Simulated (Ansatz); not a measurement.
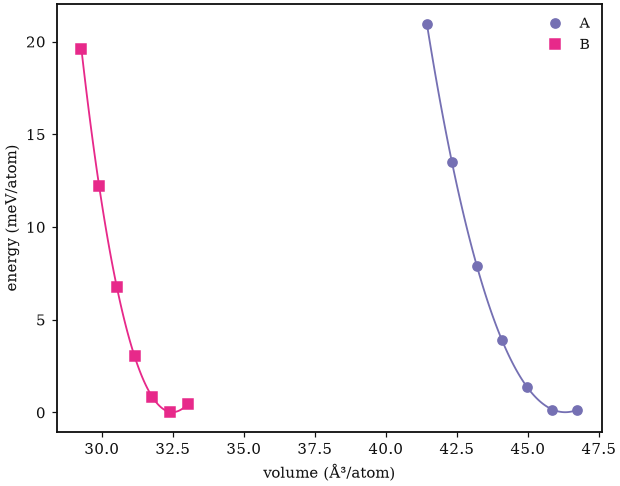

The figure compares two calculations of the energy against volume, each curve from its own zero. The first is for KI, space group Fm-3m (No. 225).

The cell holds 2 atoms.

Calculation (Ansatz 0.2.0): all-electron LAPW DFT, no spin polarisation; energies at scaled volumes of the given cell, shape and fractions fixed, counted from the fit's minimum, third-order Birch-Murnaghan fit. Level: PBE.

k mesh 7×7×7; occupations Fermi–Dirac; smearing width 0.05 eV; potentials all electron LAPW, scalar relativistic; program settings basis error eV/atom 0.0005.

In the second, I is replaced by Cl on all its sites, which gives KCl in the same structure.

Which of A and B is the second calculation, and what did the change do?

Answer. B. The equilibrium volume falls from 46.31 to 32.49 Å³/atom (−30 %) and the bulk modulus rises from 10.6 to 16.2 GPa (+53 %).

V0 and the bulk modulus come from third-order Birch–Murnaghan fits.
